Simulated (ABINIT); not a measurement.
GdO: geometry relaxation (part 2 of 2)

Continued. System: GdO (F-43m, 2 atoms in the cell). Method: Kohn-Sham DFT of a periodic cell, PBEsol, Ansatz PAW PBE default generated set, frozen core (ABINIT 10.8.3); cutoff 435.38 eV, 7×7×7 k-mesh, fermi-dirac of 0.05 eV, collinear spins. The structure derives from an entry of the Crystallography Open Database. The run did not end well.

Geometry of the input (Å; fractional positions):
```
0.0000  2.7000  2.7000
2.7000  0.0000  2.7000
2.7000  2.7000  0.0000
Gd 0.0000  0.0000  0.0000
O  0.7500  0.7500  0.7500
```

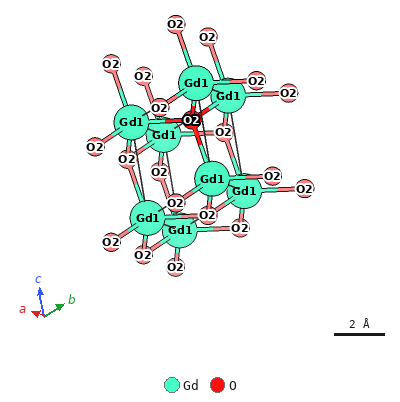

*The geometry at step 1 of the log (ball-and-stick view of the cell of the calculation, seen at an oblique angle; neighbours outside the cell are drawn fainter; atoms are numbered from 1 in the order of the input).*

### Output, continued
```
 Cartesian coordinates (xcart) [bohr]
  0.00000000000000E+00  0.00000000000000E+00  0.00000000000000E+00
  7.65339081005738E+00  7.65339081005738E+00  7.65339081005738E+00
 Reduced coordinates (xred)
  0.00000000000000E+00  0.00000000000000E+00  0.00000000000000E+00
  7.50000000000000E-01  7.50000000000000E-01  7.50000000000000E-01
 Cartesian forces (fcart) [Ha/bohr]; max,rms= 1.58321E-27 9.18119E-28 (free atoms)
 -1.05547147270304E-28 -1.58320720905456E-27 -1.05547147270304E-28
  1.05547147270304E-28  1.58320720905456E-27  1.05547147270304E-28
 Gradient of E wrt nuclear positions in reduced coordinates (gred)
  8.61646471409404E-27  1.07705808926175E-27  8.61646471409404E-27
 -8.61646471409404E-27 -1.07705808926175E-27 -8.61646471409404E-27
 Scale of Primitive Cell (acell) [bohr]
  7.21568605434589E+00  7.21568605434589E+00  7.21568605434589E+00
 Real space primitive translations (rprimd) [bohr]
  0.00000000000000E+00  5.10226054003825E+00  5.10226054003825E+00
  5.10226054003825E+00  0.00000000000000E+00  5.10226054003825E+00
  5.10226054003825E+00  5.10226054003825E+00  0.00000000000000E+00
 Unitary Cell Volume (ucvol) [Bohr^3]=  2.65654936268735E+02
 Angles (23,13,12)= [degrees]
  6.00000000000000E+01  6.00000000000000E+01  6.00000000000000E+01
 Lengths [Bohr]
  7.21568605448317E+00  7.21568605448317E+00  7.21568605448317E+00
 Stress tensor in cartesian coordinates (strten) [Ha/bohr^3]
 -3.61594481707659E-03  0.00000000000000E+00  0.00000000000000E+00
  0.00000000000000E+00 -3.61594481707659E-03  0.00000000000000E+00
  0.00000000000000E+00  0.00000000000000E+00 -3.61594481707659E-03
 Total energy (etotal) [Ha]= -1.28342570910374E+02

--- Iteration: ( 2/50) Internal Cycle: (1/1)
--------------------------------------------------------------------------------

---SELF-CONSISTENT-FIELD CONVERGENCE--------------------------------------------

--- !BeginCycle
iteration_state: {dtset: 1, itime: 2, icycle: 1, }
solver: {iscf: 17, nstep: 80, nline: 4, wfoptalg: 10, }
tolerances: {tolvrs: 1.00E-10, }
...

     iter   Etot(hartree)      deltaE(h)  residm     nres2   difmagsph maxmagsph
 ETOT  1  -139.45343393401    -1.395E+02 4.581E+00 3.592E+03 2.879E-01 2.879E-01
 ETOT  2  -149.59211805190    -1.014E+01 8.154E+00 4.280E+03 2.729E-01 4.258E-02
 ETOT  3  -126.84972331538     2.274E+01 7.924E+00 4.659E+02 5.425E+00 5.440E+00
 ETOT  4  -128.79318304248    -1.943E+00 2.158E+00 1.559E+03 5.239E+00 2.011E-01
 ETOT  5  -130.86991828029    -2.077E+00 4.666E+00 2.253E+03 1.438E-01 2.876E-01
 ETOT  6  -130.50451783397     3.654E-01 4.113E-01 2.159E+03 2.507E-01 3.697E-02
 ETOT  7  -128.27813313000     2.226E+00 4.490E-01 4.441E+02 2.808E+00 2.845E+00
 ETOT  8  -128.00095347160     2.772E-01 4.657E-01 1.065E+02 3.026E+00 5.871E+00
 ETOT  9  -128.36714091218    -3.662E-01 1.232E-01 9.545E+01 8.525E-01 6.723E+00
 ETOT 10  -128.69667967173    -3.295E-01 5.305E-02 7.529E+01 2.278E-01 6.689E+00
[... 60 further cycles ...]
 ETOT 71  -128.21057464298    -7.467E-02 3.717E-03 1.952E-02 2.265E-02 7.157E+00
 ETOT 72  -128.24109445048    -3.052E-02 3.344E-03 1.479E-02 1.217E-02 7.165E+00
 ETOT 73  -128.20644024956     3.465E-02 1.889E-03 1.798E-02 1.791E-02 7.166E+00
 ETOT 74  -128.35559888058    -1.492E-01 1.549E-03 3.478E-02 2.678E-02 7.180E+00
 ETOT 75  -128.39523522864    -3.964E-02 9.678E-04 5.988E-02 1.630E-02 7.177E+00
 ETOT 76  -128.56422344800    -1.690E-01 1.281E-02 6.632E-01 1.309E-01 7.129E+00
 ETOT 77  -128.44901135632     1.152E-01 5.970E-03 3.653E-01 7.753E-02 7.127E+00
 ETOT 78  -128.44261802722     6.393E-03 8.266E-03 1.666E-01 5.538E-02 7.153E+00
 ETOT 79  -128.39832501128     4.429E-02 3.064E-03 8.448E-02 2.888E-02 7.166E+00
 ETOT 80  -128.31557388415     8.275E-02 6.494E-03 6.057E-02 4.076E-02 7.161E+00

 Cartesian components of stress tensor (hartree/bohr^3)
  sigma(1 1)= -8.05865707E-04  sigma(3 2)=  0.00000000E+00
  sigma(2 2)= -8.05865707E-04  sigma(3 1)=  0.00000000E+00
  sigma(3 3)= -8.05865707E-04  sigma(2 1)=  0.00000000E+00

 scprqt:  WARNING -
  nstep=   80 was not enough SCF cycles to converge;
  density residual=  6.057E-02 exceeds tolvrs=  1.000E-10

--- !ResultsGS
iteration_state: {dtset: 1, itime: 2, icycle: 1, }
comment   : Summary of ground state results
lattice_vectors:
- [  0.0000000,   5.6557453,   5.6557453, ]
- [  5.6557453,   0.0000000,   5.6557453, ]
- [  5.6557453,   5.6557453,   0.0000000, ]
lattice_lengths: [   7.99843,    7.99843,    7.99843, ]
lattice_angles: [ 60.000,  60.000,  60.000, ] # degrees, (23, 13, 12)
lattice_volume:   3.6182580E+02
convergence: {deltae:  8.275E-02, res2:  6.057E-02, residm:  6.494E-03, diffor: null, }
etotal    :  -1.28315574E+02
entropy   :   0.00000000E+00
fermie    :   1.65114368E-01
cartesian_stress_tensor: # hartree/bohr^3
- [ -8.05865707E-04,   0.00000000E+00,   0.00000000E+00, ]
- [  0.00000000E+00,  -8.05865707E-04,   0.00000000E+00, ]
- [  0.00000000E+00,   0.00000000E+00,  -8.05865707E-04, ]
pressure_GPa:   2.3709E+01
xred      :
- [ -1.5515E-28,   1.3446E-28,  -1.5515E-28, Gd]
- [  7.5000E-01,   7.5000E-01,   7.5000E-01,  O]
cartesian_forces: # hartree/bohr
- [  1.24804203E-23,   1.24804203E-23,  -3.74412610E-23, ]
- [ -1.24804203E-23,  -1.24804203E-23,   3.74412610E-23, ]
force_length_stats: {min:   4.13928715E-23, max:   4.13928715E-23, mean:   4.13928715E-23, }
...

 Integrated electronic and magnetization densities in atomic spheres:
 ------------------------------------------------------------------------------------------------------------
 Radius=ratsph(iatom), smearing ratsm=  0.0000. Diff(up-dn)=approximate z local magnetic moment.
    Atom    Radius    up_density   dn_density  Total(up+dn)  Diff(up-dn)
    1 Gd   2.63806    11.390138     4.229546     15.619685     7.160592
    2  O   1.79524     2.324254     3.278795      5.603049    -0.954540
 ------------------------------------------------------------------------------------------------------------
  Sum:                13.714393     7.508341     21.222734     6.206052
 Total magnetization (from the atomic spheres):                6.206052
 Total magnetization (exact up - dn):                          7.761792

---OUTPUT-----------------------------------------------------------------------

 Cartesian coordinates (xcart) [bohr]
 -1.16996727074182E-28 -1.75495090611273E-27 -1.16996727074182E-28
  8.48361797503804E+00  8.48361797503804E+00  8.48361797503804E+00
 Reduced coordinates (xred)
 -1.55147624923392E-28  1.34461274933607E-28 -1.55147624923392E-28
  7.50000000000000E-01  7.50000000000000E-01  7.50000000000000E-01
 Cartesian forces (fcart) [Ha/bohr]; max,rms= 3.74413E-23 2.38982E-23 (free atoms)
  1.24804203487620E-23  1.24804203487620E-23 -3.74412610462859E-23
 -1.24804203487620E-23 -1.24804203487620E-23  3.74412610462859E-23
 Gradient of E wrt nuclear positions in reduced coordinates (gred)
  1.41172157875717E-22  1.41172157875717E-22 -1.41172157875717E-22
 -1.41172157875717E-22 -1.41172157875717E-22  1.41172157875717E-22
 Scale of Primitive Cell (acell) [bohr]
  7.99843173219398E+00  7.99843173219398E+00  7.99843173219398E+00
 Real space primitive translations (rprimd) [bohr]
  0.00000000000000E+00  5.65574531669203E+00  5.65574531669203E+00
  5.65574531669203E+00  0.00000000000000E+00  5.65574531669203E+00
  5.65574531669203E+00  5.65574531669203E+00  0.00000000000000E+00
 Unitary Cell Volume (ucvol) [Bohr^3]=  3.61825798605603E+02
 Angles (23,13,12)= [degrees]
  6.00000000000000E+01  6.00000000000000E+01  6.00000000000000E+01
 Lengths [Bohr]
  7.99843173219398E+00  7.99843173219398E+00  7.99843173219398E+00
 Stress tensor in cartesian coordinates (strten) [Ha/bohr^3]
 -8.05865706991692E-04  0.00000000000000E+00  0.00000000000000E+00
  0.00000000000000E+00 -8.05865706991692E-04  0.00000000000000E+00
  0.00000000000000E+00  0.00000000000000E+00 -8.05865706991692E-04
 Total energy (etotal) [Ha]= -1.28315573884150E+02

 Difference of energy with previous step (new-old):
           Absolute (Ha)= 2.69970E-02
           Relative     = 2.10373E-04

--- Iteration: ( 3/50) Internal Cycle: (1/1)
--------------------------------------------------------------------------------

---SELF-CONSISTENT-FIELD CONVERGENCE--------------------------------------------

--- !BeginCycle
iteration_state: {dtset: 1, itime: 3, icycle: 1, }
solver: {iscf: 17, nstep: 80, nline: 4, wfoptalg: 10, }
tolerances: {tolvrs: 1.00E-10, }
...

     iter   Etot(hartree)      deltaE(h)  residm     nres2   difmagsph maxmagsph
 ETOT  1  -130.86479182739    -1.309E+02 2.534E-01 2.169E+03 5.435E-01 5.435E-01
 ETOT  2  -152.92193186760    -2.206E+01 3.293E+00 4.115E+03 2.404E-01 7.729E-01
 ETOT  3  -127.15746658849     2.576E+01 1.058E+00 3.884E+02 5.226E+00 5.999E+00
 ETOT  4  -130.12512649184    -2.968E+00 3.442E-01 1.445E+03 5.972E+00 2.751E-02
 ETOT  5  -128.68856251262     1.437E+00 2.008E-01 3.763E+01 6.748E+00 6.775E+00
 ETOT  6  -128.79109956552    -1.025E-01 8.968E-02 6.131E+01 7.665E-01 6.009E+00
 ETOT  7  -128.70839743742     8.270E-02 4.378E-02 1.409E+01 1.142E+00 7.151E+00
 ETOT  8  -128.40858911804     2.998E-01 9.154E-02 7.011E+00 1.670E-01 7.200E+00
 ETOT  9  -128.44604992859    -3.746E-02 5.407E-02 5.011E+00 2.191E-02 7.197E+00
 ETOT 10  -128.30244743750     1.436E-01 7.448E-02 5.925E+00 1.941E-01 7.189E+00
 ETOT 11  -128.55294984881    -2.505E-01 1.812E-02 3.544E+00 4.194E-02 7.219E+00
 ETOT 12  -128.49497257195     5.798E-02 8.855E-03 2.475E+00 3.768E-02 7.231E+00
 ETOT 13  -128.52309038973    -2.812E-02 5.412E-02 1.187E+01 9.420E-01 6.289E+00
 ETOT 14  -128.58043019933    -5.734E-02 3.503E-03 1.955E+01 2.216E-01 6.067E+00
 ETOT 15  -128.64755468381    -6.712E-02 2.354E-03 1.730E+01 8.212E-02 6.149E+00
 ETOT 16  -128.68189507510    -3.434E-02 2.253E-03 9.981E+00 2.500E-01 6.399E+00
 ETOT 17  -128.69941840576    -1.752E-02 9.356E-03 1.182E+01 7.144E-02 6.328E+00
 ETOT 18  -128.65005229944     4.937E-02 4.500E-02 7.475E+00 1.672E-01 6.495E+00
 ETOT 19  -128.70775770900    -5.771E-02 3.359E-02 1.160E+00 4.660E-01 6.961E+00
 ETOT 20  -128.68847915304     1.928E-02 6.345E-03 9.867E-01 2.194E-01 7.181E+00
 ETOT 21  -128.64148987441     4.699E-02 2.464E-02 4.816E-02 2.158E-01 6.965E+00
 ETOT 22  -128.62137804405     2.011E-02 7.202E-03 1.229E-01 9.802E-02 7.063E+00
 ETOT 23  -128.57724024863     4.414E-02 7.328E-03 7.187E-02 1.012E-01 6.984E+00
 ETOT 24  -128.59667574734    -1.944E-02 5.749E-03 1.529E-01 2.386E-02 6.960E+00
 ETOT 25  -128.60567630473    -9.001E-03 1.901E-03 2.177E-01 1.477E-02 6.945E+00
 ETOT 26  -128.63195249865    -2.628E-02 6.098E-03 2.488E-01 1.650E-01 7.110E+00
 ETOT 27  -128.60769974983     2.425E-02 3.684E-03 2.635E-01 1.565E-01 6.954E+00
 ETOT 28  -128.59262035571     1.508E-02 4.567E-04 2.828E-01 3.352E-02 6.936E+00
 ETOT 29  -128.54740740787     4.521E-02 7.930E-03 7.239E-02 1.385E-01 7.074E+00
 ETOT 30  -128.54816819000    -7.608E-04 7.536E-04 2.663E-02 2.773E-02 7.053E+00
 ETOT 31  -128.58334874893    -3.518E-02 1.836E-03 4.136E-02 2.545E-02 7.079E+00
 ETOT 32  -128.55076943112     3.258E-02 2.748E-03 1.854E-02 3.056E-02 7.083E+00
 ETOT 33  -128.53186187654     1.891E-02 8.949E-03 2.108E-02 1.480E-02 7.098E+00
 ETOT 34  -128.54272374076    -1.086E-02 6.261E-03 1.907E-02 6.521E-03 7.091E+00
 ETOT 35  -128.53589106184     6.833E-03 1.548E-02 1.400E-02 1.533E-02 7.076E+00
 ETOT 36  -128.50746992217     2.842E-02 3.383E-03 1.935E-02 1.382E-02 7.067E+00
 ETOT 37  -128.54536350631    -3.789E-02 4.140E-03 5.277E-02 3.243E-02 7.100E+00
```

### Trajectory as extended XYZ (Å, eV, eV/Å), 2 frames, from step=0 to step=1
```
2
Lattice="0.0000 2.7000 2.7000 2.7000 0.0000 2.7000 2.7000 2.7000 0.0000" Properties=species:S:1:pos:R:3:forces:R:3 step=0 energy=-3492.37927
Gd    0.0000    0.0000    0.0000    0.0000   0.0000   0.0000
O     4.0500    4.0500    4.0500    0.0000   0.0000   0.0000
2
Lattice="0.0000 2.9929 2.9929 2.9929 0.0000 2.9929 2.9929 2.9929 0.0000" Properties=species:S:1:pos:R:3:forces:R:3 step=1 energy=-3491.64464
Gd    0.0000    0.0000    0.0000    0.0000   0.0000   0.0000
O     4.4893    4.4893    4.4893    0.0000   0.0000   0.0000
```

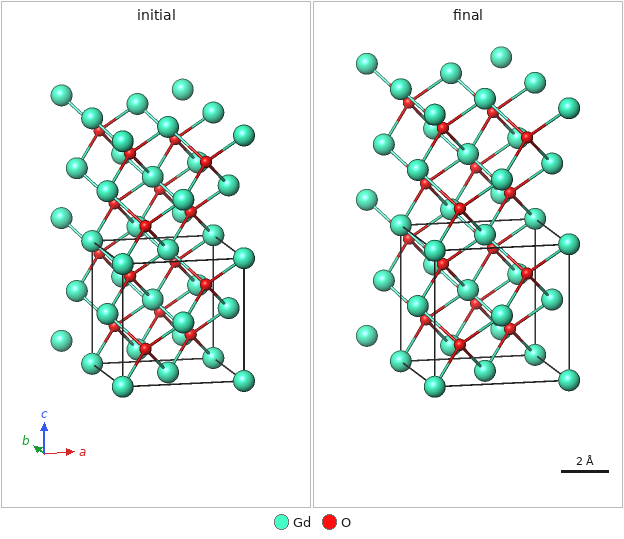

*Before (left) and after (right) the relaxation, at one scale (ball-and-stick view of the cell 4 times as large as that of the calculation, set on its symmetry axes, repeated 1 × 2 × 2, seen slightly off an axis).*

The run was cut off at its time limit before the relaxation converged, so the last structure is only a point on the way. No atom moves by more than 0.005 Å relative to the cell. The drawn cell changes as follows: a = b = c 5.400 → 5.986 Å (+10.8 %); the volume changes by +36.2 %. Among the contacts that change: Gd1–O2 2.338 → 2.592 Å. The space group stays F-43m (No. 216). After 1 geometry step the energy has risen by 0.735 eV per cell of the calculation. All forces vanish by symmetry, so only the cell relaxes. (Atoms are counted from 1 in the order of the input.)

### Outcome

```csv
quantity,value
outcome,stopped at the time limit
space group (tolerance 0.01 Å),F-43m (216)
electrons treated,24
free energy,−3491.6446 eV
Fermi energy,4.493 eV
gap on the k-point mesh,none (metallic)
net moment of the cell,7.76 μB
pressure,23.71 GPa
final volume,53.62 Å³
largest force (length of the vector) at the end,under 0.001 eV/Å
final cell,"a = 4.233 Å, b = 4.233 Å, c = 4.233 Å, α = 60.00°, β = 60.00°, γ = 60.00°"
wall time,25 min
peak memory,0.34 GiB
```

### Diagnosis

The run was cut off by its time limit, so the output is incomplete. Notes on the run: was not enough SCF cycles.
